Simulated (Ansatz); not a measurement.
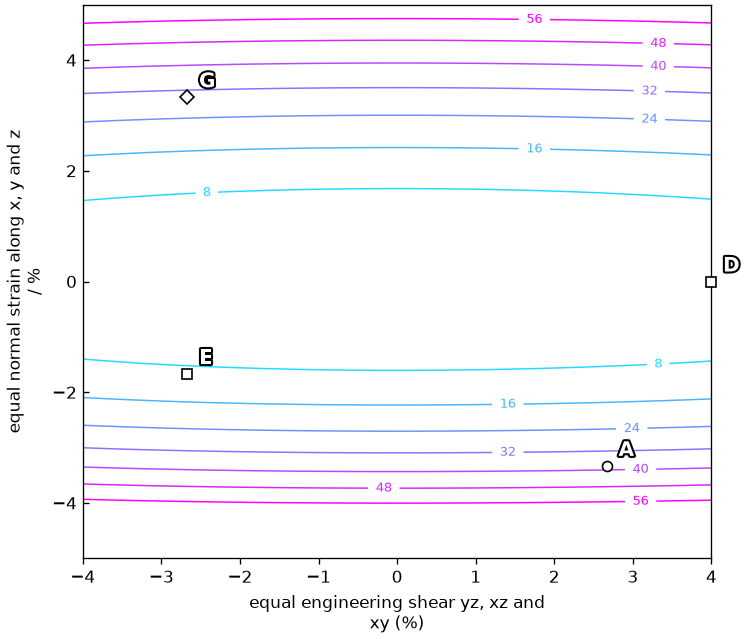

Br (I4/mmm, No. 139; 1 atom in the cell). 
- The energy is mapped over two homogeneous strains (x along [1 0 0], y along [0 1 0], z along [0 0 1] of the conventional cell).
- First axis: equal engineering shear yz, xz and xy. Second axis: equal normal strain along x, y and z.
- Nothing is relaxed (symmetry fixes all fractional coordinates).
- The scan uses a 7 × 7 grid.
- Points are written as (first, second).
- Energies: meV/atom, counted from the lowest grid point.
- The runs have no spin polarisation; a magnetic state may lie lower.
- These are results of DFT PBE+D3(BJ), scalar-relativistic, plane waves, PAW (Ansatz), not measurements. Settings: cutoff 420 eV, k-mesh 22×22×22, gaussian smearing 0.15 eV, no spin polarisation.

The picture shows contour lines labelled in meV/atom (none above 56), lettered points. Between grid points the surface is interpolated.

Is A the lowest point of the computed grid?

Answer. No. A lies 38 meV/atom above the lowest grid point, which is at (0.00 %, 0.00 %).

What kind of point is each of A, G: minimum, saddle, maximum or slope?

Answer. A: on a slope; G: on a slope. (In these two coordinates alone; a stationary point may lie a little off the grid point.)
